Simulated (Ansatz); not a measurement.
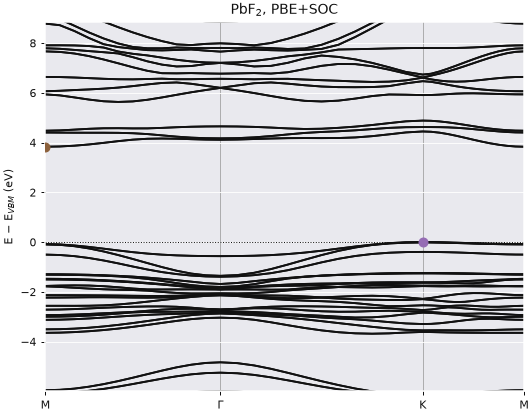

Band structure of a (111) slab cut from PbF2 (Fm-3m), ended by F planes, 9 atoms in the cell. Method: DFT PBE, spin-orbit coupling, plane waves, PAW, 9×9×1 k mesh, 420 eV cutoff, Gaussian smearing of 0.05 eV (Ansatz 0.2.0). Energies are counted from the top of the valence band.

The material is gapped. The gap along this path is 3.83 eV and indirect, from the valence-band top at K to the conduction-band bottom at M; the smallest direct gap is 3.91 eV, at M. The top valence band spans 0.6 eV and the lowest conduction band 0.6 eV. The direct gaps are 4.45 eV at K, 3.91 eV at M and 4.68 eV at Γ.
